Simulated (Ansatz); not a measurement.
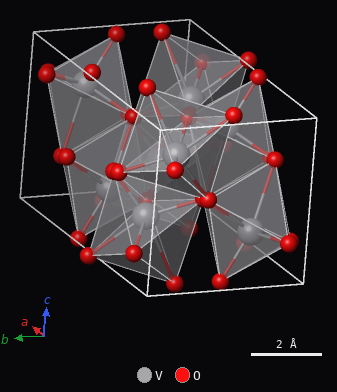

Crystalline V$_{2}$O$_{5}$ (set up in C2/c), before the relaxation. Style: polyhedral. Shown: the conventional cell (2 times the calculation's cell), from a free direction. Lengths and directions refer to the drawn axes.

These are results of Ansatz 0.2.0, DFT, r2SCAN, plane-wave PAW, default files, scalar-relativistic, not measurements.

The input:
```yaml
crystal:
  lattice:
    - [6.025601, -2.362139, 0.0]
    - [6.025601, 2.362139, 0.0]
    - [-1.272127, 0.0, 5.240246]
  atoms:
    - { symbol: V, position: [0.616858, 0.097388, 0.252663] }
    - { symbol: V, position: [0.097388, 0.616858, 0.752663] }
    - { symbol: V, position: [0.383142, 0.902612, 0.747337] }
    - { symbol: V, position: [0.902612, 0.383142, 0.247337] }
    - { symbol: O, position: [0.329868, 0.450213, 0.017553] }
    - { symbol: O, position: [0.549787, 0.670132, 0.482447] }
    - { symbol: O, position: [0.450213, 0.329868, 0.517553] }
    - { symbol: O, position: [0.670132, 0.549787, 0.982447] }
    - { symbol: O, position: [0.133255, 0.273623, 0.631583] }
    - { symbol: O, position: [0.273623, 0.133255, 0.131583] }
    - { symbol: O, position: [0.866745, 0.726377, 0.368417] }
    - { symbol: O, position: [0.726377, 0.866745, 0.868417] }
    - { symbol: O, position: [0.885229, 0.114771, 0.25] }
    - { symbol: O, position: [0.114771, 0.885229, 0.75] }
kpoints:
  mp_grid: { grid: [6, 6, 5] }
scf:
  occupations: { method: fermi_dirac, width: 0.01 }
hamiltonian:
  xc: r2scan
  pseudopotentials: { kind: paw }
output:
  forces: true
  stress: true
  populations: true
  efg:
    quadrupole_moments_barn: { V: -0.052, O: -0.02558 }
    contact_densities: true
relax:
  f_tol: 0.02
  max_steps: 60
```

Command:
```bash
ansatz run input.yaml --threads 4 --pin off --max-ram 8192MiB --backend cpu --events-out ev --progress --plain --runs-dir out
```

What does the optimiser find from here?

The largest moves, 0.053 Å, are those of O13 and O14. O14 goes along −b. By element the largest moves are O 0.053 Å, V 0.035 Å. The cell stays as it was. Some distances before and after: V1–O7 1.679 → 1.626 Å, V1–O12 2.181 → 2.228 Å, V1–O11 1.813 → 1.769 Å, V1–O5 2.070 → 2.110 Å. Among the angles between lasting bonds that change: V1–O13–V4 142.1° → 145.6°, V3–O6–V4 152.9° → 156.1°, O7–V2–O12 162.2° → 159.5°. The space group stays C2/c (No. 15). The energy falls by 0.270 eV per cell of the calculation in 5 geometry steps. The largest force component goes from 1.4 to 0.011 eV/Å.

History of the run:

```
step  E − E(0), meV/atom  largest force component, eV/Å
   0                0.00                         1.4173
   1              -11.39                         1.0212
   2              -18.07                         0.3014
   3              -19.02                         0.1250
   4              -19.24                         0.0292
   5              -19.25                         0.0112
```

After the run, drawn alike:

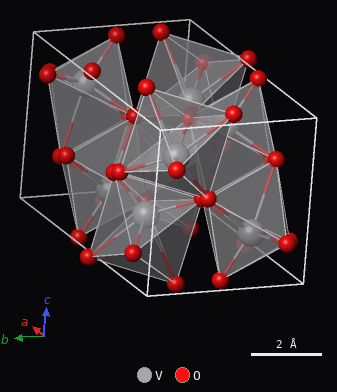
